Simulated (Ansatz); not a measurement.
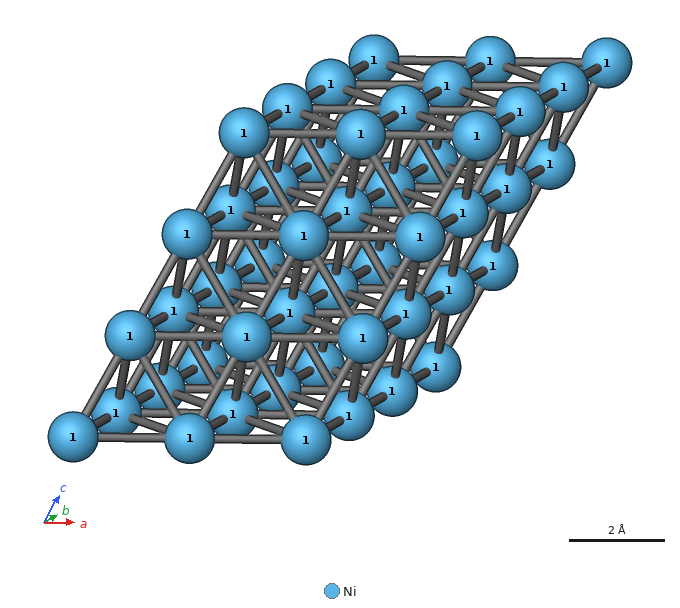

Figure 1. The input geometry (ball-and-stick view of the cell of the calculation, repeated 2 × 3 × 3, seen at an oblique angle; atoms are numbered from 1 in the order of the input). Near neighbours in the crystal (not all of them lie inside the picture): Ni has 12 Ni at 2.49 to 2.51 Å.

## Field-gradient calculation, with input and output: Ni

System: Ni (R-3m, 1 atom in the cell).
Method: DFT, LDA, PAW with Ansatz's default frozen-core files, scalar-relativistic, spin-polarised (Ansatz 0.2.0).

The structure derives from an entry of the Crystallography Open Database. It belongs to a series of runs on one base structure; here: equal xy, yz and zx shear strains of -1 %, PAW files. Figures and captions count atoms from 1; the log counts them from 0 in places.

## Input
```yaml
crystal:
  lattice:
    - [-0.0176795, 1.75911025, 1.75911025]
    - [1.75911025, -0.0176795, 1.75911025]
    - [1.75911025, 1.75911025, -0.0176795]
  atoms:
    - { symbol: Ni, position: [0.0, 0.0, 0.0], spin: 1.5 }
magnetization:
  spin_polarized: true
kpoints:
  mp_grid: { grid: [20, 20, 20] }
scf:
  occupations: { method: fermi_dirac, width: 0.05 }
hamiltonian:
  xc: lda
  pseudopotentials: { kind: paw }
output:
  forces: true
  stress: true
  eigenvalues: true
  efg: { contact_densities: true }
  write_density: true
  write_potential: true
  elf: true
  volumetric_format: npy
```

Machine: 1 thread of Arm Neoverse V1, 24 GiB of memory available, shared host.

Run as:
```bash
ansatz run input.yaml --threads 1 --pin off --max-ram 3072MiB --backend cpu --events-out ev --progress --plain --runs-dir out
```

## The program's output
```
Engine: ansatz 0.2.0, aarch64-unknown-linux-gnu
Pseudopotentials: kind: paw
Pseudopotential: Ni, paw, valence charge 18, recommended cutoff 420 eV (normal), Ni.paw.azcp
Functional definition: SPW92
  exchange = slater_x
  correlation = pw_c
Crystal: 1 atoms, lattice volume = 11.051 Å³
Basis set: ecut = 420 eV, 205 PW (Γ)
Bands: 14, of which v1, the nominal top of the filled ones, is band 9 counted from 1 (8 counted from 0)
Symmetry: 12 space group operations
Space group: R-3m (ITA 166), of the structure as read, at distance tolerance 2.2e-5 Å
Magnetic group: BNS 166.97 (UNI 1327), of the structure as read, at distance tolerance 2.2e-5 Å
k-points: 781 of 8000
Non-local potential: Ni, projectors of the file, l = 0: 3, l = 1: 2, l = 2: 3, l = 3: 1
PAW form: soft (Blöchl's): semilocal exchange-correlation on the pseudo side does not see the compensation charge
PAW frozen core: Ni, regenerated for the run's functional, and the local potential with it (the file was generated under x = pbe(κ = 0.804, μ = 0.2195149727645171), c = pbe(β = 0.06672455060314922))
PAW one-centre angular grid: Ni, 590 points (default); XC on 64 Gauss nodes
Initial density: superposition of atomic densities (chi_scale 0.1, normalization cell)
Starting moments: Σ|m| = 1.5 μB on 1 of 1 site
Initial wavefunctions: pseudopotential atomic-orbital guess
Functional: x = slater, c = lda
SCF iter   1: F=—  HF=-5772.736876 eV  |F-HF|=—  |Δ(HF+E_count)|=         —  Δρ=1.21e-1 (↑1.21e-1 ↓3.24e-2)  dr2=9.68e-1  dr2_m=4.08e-1  M=0.895 μB ∫|m|=0.947 μB  β_m=0.30  ethr=3.10e-3  ⟨swp⟩=5.8  Hψ=115028  notcnv=0
Mixer restart at iter 1: flushing history
preconditioner: auto → none  [metal: Δε(μ)=0.002 eV  Ē_g=15.666 eV  σ=0.050 eV  W_gap=0.01  n_scr=0 (ndim 8)  ℏωp=35.3 eV  f_vac=0.000  D(μ)=1.30/eV (n_scr^D=14)]
SCF iter   2: F=—  HF=-5772.461153 eV  |F-HF|=—  |Δ(HF+E_count)|=   2.76e-1  Δρ=1.06e-1 (↑3.26e-2 ↓1.06e-1)  dr2=3.89e-1  dr2_m=4.39e-1  M=0.754 μB ∫|m|=0.805 μB  β_m=0.29  ethr=3.10e-3  ⟨swp⟩=2.9  Hψ=52531  notcnv=0  defer=542
SCF iter   3: F=—  HF=-5772.745704 eV  |F-HF|=—  |Δ(HF+E_count)|=   2.85e-1  Δρ=5.86e-2 (↑4.65e-2 ↓5.86e-2)  dr2=9.76e-3  dr2_m=2.77e-1  M=0.746 μB ∫|m|=0.802 μB  β_m=0.14  ethr=2.16e-3  ⟨swp⟩=2.6  Hψ=38508  notcnv=0  defer=552
SCF iter   4: F=—  HF=-5772.985017 eV  |F-HF|=—  |Δ(HF+E_count)|=   2.39e-1  Δρ=4.15e-2 (↑4.05e-2 ↓4.15e-2)  dr2=7.96e-4  dr2_m=1.69e-1  M=0.710 μB ∫|m|=0.769 μB  β_m=0.38  ethr=5.42e-5  ⟨swp⟩=2.5  Hψ=47145  notcnv=0  defer=631
SCF iter   5: F=—  HF=-5773.306846 eV  |F-HF|=—  |Δ(HF+E_count)|=   3.22e-1  Δρ=3.66e-3 (↑3.66e-3 ↓1.64e-3)  dr2=1.36e-3  dr2_m=2.77e-4  M=0.641 μB ∫|m|=0.707 μB  β_m=0.43  ethr=4.42e-6  ⟨swp⟩=2.8  Hψ=53026  notcnv=0  defer=638
SCF iter   6: F=—  HF=-5773.313758 eV  |F-HF|=—  |Δ(HF+E_count)|=   6.91e-3  Δρ=1.29e-3 (↑1.29e-3 ↓1.08e-3)  dr2=3.61e-4  dr2_m=5.87e-6  M=0.631 μB ∫|m|=0.698 μB  β_m=0.71  ethr=4.42e-6  ⟨swp⟩=1.0  Hψ=25916  notcnv=0  defer=638
SCF iter   7: F=—  HF=-5773.315696 eV  |F-HF|=—  |Δ(HF+E_count)|=   1.94e-3  Δρ=2.76e-3 (↑1.22e-3 ↓2.76e-3)  dr2=1.01e-3  dr2_m=7.04e-5  M=0.628 μB ∫|m|=0.695 μB  β_m=0.86  ethr=2.00e-6  ⟨swp⟩=1.0  Hψ=21868  notcnv=0  defer=635  recentre
SCF iter   8: F=—  HF=-5773.316132 eV  |F-HF|=—  |Δ(HF+E_count)|=   4.36e-4  Δρ=4.52e-4 (↑3.28e-4 ↓4.52e-4)  dr2=3.97e-5  dr2_m=5.98e-7  M=0.627 μB ∫|m|=0.695 μB  β_m=0.78  ethr=2.00e-6  ⟨swp⟩=2.0  Hψ=29506  notcnv=0  defer=636
SCF iter   9: F=—  HF=-5773.316193 eV  |F-HF|=—  |Δ(HF+E_count)|=   6.08e-5  Δρ=2.05e-5 (↑1.15e-5 ↓2.05e-5)  dr2=1.08e-8  dr2_m=1.75e-8  M=0.627 μB ∫|m|=0.694 μB  β_m=0.77  ethr=2.21e-7  ⟨swp⟩=2.1  Hψ=30444  notcnv=0  defer=651
SCF iter  10: F=—  HF=-5773.316193 eV  |F-HF|=—  |Δ(HF+E_count)|=   1.39e-7  Δρ=5.39e-6 (↑4.69e-6 ↓5.39e-6)  dr2=1.86e-9  dr2_m=8.40e-10  M=0.627 μB ∫|m|=0.694 μB  β_m=0.89  ethr=6.03e-11  ⟨swp⟩=2.1  Hψ=36280  notcnv=0  defer=651
SCF iter  11: F=-5773.316193 eV  HF=-5773.316193 eV  |F-HF|=5.73e-11  |Δ(HF+E_count)|=  2.25e-10  Δρ=1.41e-6 (↑3.16e-7 ↓1.41e-6)  dr2=5.21e-11  dr2_m=4.33e-11  M=0.627 μB ∫|m|=0.694 μB  ethr=1.03e-11  ⟨swp⟩=6.1  Hψ=113833  notcnv=0
SCF 1 converged in 11 iterations: F = -5773.316193 eV  dr2 = 5.21e-11
  greatest PAW one-centre occupation: 1.002 electrons in one spin orbital (limit 2), on the Ni atom at site 0 (counted from 0), in its partial waves of l = 1
```

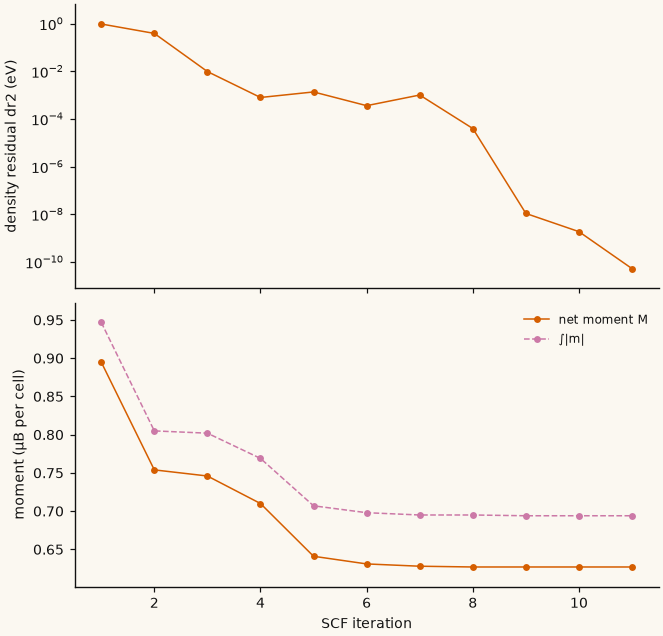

Figure 2. Convergence of the self-consistent field: density residual dr2 and magnetic moment against the SCF iteration. The residual comes down, with one marked jump up, by a factor of about 3, at step 7. The net moment goes from 0.9 to 0.6 μB per cell.

```
SCF converged after 11 iterations
Magnetization: 0.6265 μB (9.3133 up, 8.6867 down)
Absolute magnetization: 0.6947 μB (∫|ρ↑−ρ↓|, with the PAW one-centre terms)
Spin contamination: 0.0048 ħ² per cell (⟨S²⟩ above its minimum at these occupations)
Per-site moments (μB) at R_I (Å): [(0.6563586826187653, 1.0262259121293875)]
Free energy (F): -5773.316193 eV
Harris-Foulkes:  -5773.316193 eV  (|F-HF|=5.73e-11)
Internal energy: -5773.301154 eV  (E = F + TS)
E sigma→0 (E₀):  -5773.308673 eV
Entropy (-TS):   -0.015039 eV (-15.039 meV/atom)
Fermi energy:    17.355413 eV
--- Per-component energies (eV) ---
  E_band       = -294.002785
  E_kinetic    = 282.465045
  E_local      = -3464.751154  (includes V_loc(G=0)·N_el)
  E_nonlocal   = 638.471530
  E_hartree    = 1442.073382
  E_xc         = -84.362161
  E_vxc        = -109.203566  (∫ρ·V_xc dr)
  E_paw        = -1562.873667  (= ΣΔE_a)
  E_vpaw       = -525.131498  (= ΣTr[D̂ρ^β])
  E_aug_tail   = 0.000380  (compensation charges beyond the density's cutoff)
  E_ewald      = -3024.758629
  E_core_change = 0.434120  (= ΣΔE_core)
  E_smearing   = -0.015039  (= −TS)
  E_closure    = -0.000000  (closes the sum)
  Σ components = -5773.316193   (vs F -5773.316193, Δ=0.00e0)
--- Forces (eV/Å), atoms counted from 1 ---
  atom   1  Ni    -0.00000000    -0.00000000     0.00000000
  max |Σ_I F_I| component: 4.93e-32 eV/Å
--- Stress (GPa, compression-positive) ---
      -19.391477       1.128536       1.128536
        1.128536     -19.391477       1.128536
        1.128536       1.128536     -19.391477
  P = ⅓ Tr σ = -19.3915 GPa (-193.915 kbar)
--- PAW observables at the nuclei: V_zz in 10²¹ V/m², potentials from the cell's mean, atoms counted from 1 ---
  atom   1  Ni V_zz =    +0.078748   η = 0.0000   by run symmetry: allowed
            electrostatic potential = -3575.105650 V   contact ρ = 129699.377773 e/Å³   contact ρ_s (e/Å³): all electrons -1.266065, valence +0.670891
--- Band table (eV; the first three rows and the last of 1562) ---
  k-point 0 ↑: bands = ["-85.4116", "-46.1075", "-46.0921", "-46.0921", "8.3514", "14.9538", "14.9538", "15.0525", "16.1278", "16.1278", "40.7762", "44.2581", "44.2581", "45.0388"]
  k-point 1 ↑: bands = ["-85.4108", "-46.1091", "-46.0965", "-46.0928", "8.4477", "14.9337", "14.9738", "15.0700", "16.1191", "16.1192", "40.4242", "43.0081", "44.0046", "44.6905"]
  k-point 2 ↑: bands = ["-85.4086", "-46.1174", "-46.1054", "-46.0948", "8.7332", "14.8701", "15.0273", "15.1254", "16.0992", "16.0998", "38.8342", "41.9803", "43.4865", "44.1139"]
  k-point 780 ↓: bands = ["-84.5822", "-45.5601", "-45.3585", "-45.3585", "12.9951", "15.5780", "15.5780", "17.1987", "17.5279", "17.5279", "23.4816", "39.1103", "41.3249", "41.3249"]
```

## File v_z.tsv
```
# z_ang	v_es[eV]	v_tot_up[eV]	v_tot_dn[eV]
# format = ansatz-planar-average/11
# xc	lda
# density_cutoff_ev	1680
# datasets	Ni=:simpson_from_first_knot:soft:shift=-2658411
# lattice	-0.017679500	1.759110250	1.759110250
# lattice	1.759110250	-0.017679500	1.759110250
# lattice	1.759110250	1.759110250	-0.017679500
# sites	1
# site	28	0.000000000	0.000000000	0.000000000
0.000000	-3.154139e0	-1.796691e1	-1.789074e1
0.138212	-2.529221e0	-1.721478e1	-1.714170e1
0.276424	-7.227963e-1	-1.504786e1	-1.498256e1
0.414637	2.079274e0	-1.170365e1	-1.164868e1
0.552849	5.576068e0	-7.545213e0	-7.503804e0
0.691061	9.346128e0	-3.062394e0	-3.041093e0
0.829273	1.286555e1	1.139499e0	1.132520e0
0.967486	1.561134e1	4.449747e0	4.410409e0
1.105698	1.721689e1	6.426758e0	6.360709e0
1.243910	1.769113e1	7.030514e0	6.954010e0
1.382122	1.721689e1	6.426758e0	6.360709e0
1.520335	1.561134e1	4.449747e0	4.410409e0
1.658547	1.286555e1	1.139499e0	1.132520e0
1.796759	9.346128e0	-3.062394e0	-3.041093e0
1.934971	5.576068e0	-7.545213e0	-7.503804e0
2.073184	2.079274e0	-1.170365e1	-1.164868e1
2.211396	-7.227963e-1	-1.504786e1	-1.498256e1
2.349608	-2.529221e0	-1.721478e1	-1.714170e1
```

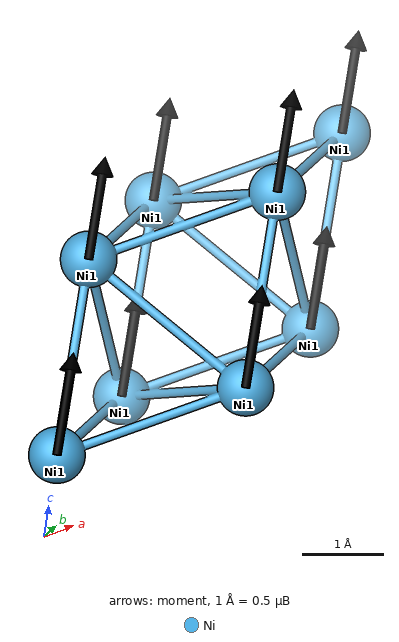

Figure 3. Magnetic moments of the sites as black arrows (ball-and-stick view of the cell of the calculation, seen slightly off an axis; atoms are numbered from 1 in the order of the input); small moments hardly show. The run is collinear, so the axis drawn is arbitrary. Site moments: Ni1 (0.66 μB). They are counted near the atoms and needn't add up to the moment of the cell.

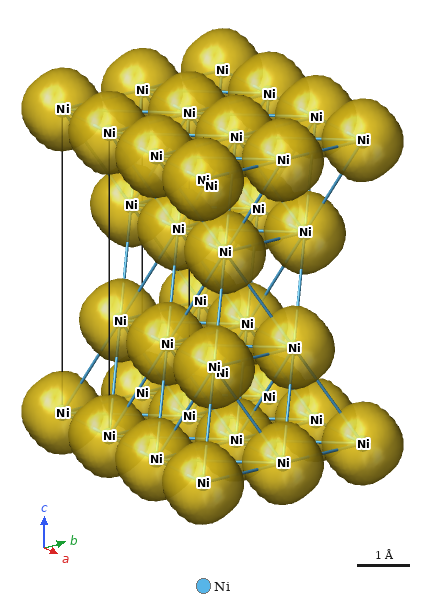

Figure 4. Isosurfaces of the spin density (up minus down) at +0.04 (yellow) and −0.04 e/Å³ (cyan), seen slightly off an axis. Sticks mark near contacts. The outline is the cell set on symmetry axes. The cell of the calculation (1 atoms) carries 0.6 μB net. Only one sign reaches the isovalue. Core electrons are frozen (PAW), so the fields are smoothed inside the atomic spheres.

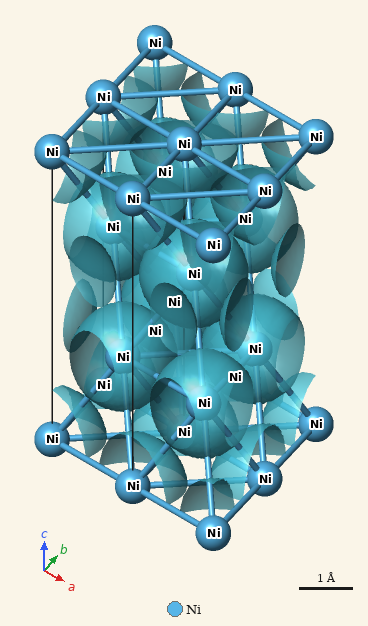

Figure 5. Isosurface of the valence electron density at 0.4 e/Å³ (cyan), seen at an oblique angle. Sticks mark near contacts. The outline is the cell set on symmetry axes. At this value the density breaks into separate islands; it holds about 90 % of the electrons treated as valence (semicore included). It is pinched off along the Ni–Ni (2.49 Å) contacts. On the grid the lowest density along these lines, outside the cores, is 0.32 e/Å³ (Ni–Ni, 2.49 Å).

## Key numbers

```csv
quantity,value
outcome,converged
space group (tolerance 0.01 Å),R-3m (166)
electrons treated,18
free energy,−5773.3162 eV
Fermi energy,17.355 eV
net moment of the cell,0.63 μB
integrated absolute moment,0.69 μB
pressure,−19.39 GPa
field gradient V_zz (10²¹ V/m²),Ni 0.0787
largest force (length of the vector),under 0.001 eV/Å
wall time,29 s
peak memory,0.5 GiB
```

## Remarks

The cell is under a tension of 19.4 GPa at this level, so it is not at its equilibrium volume.
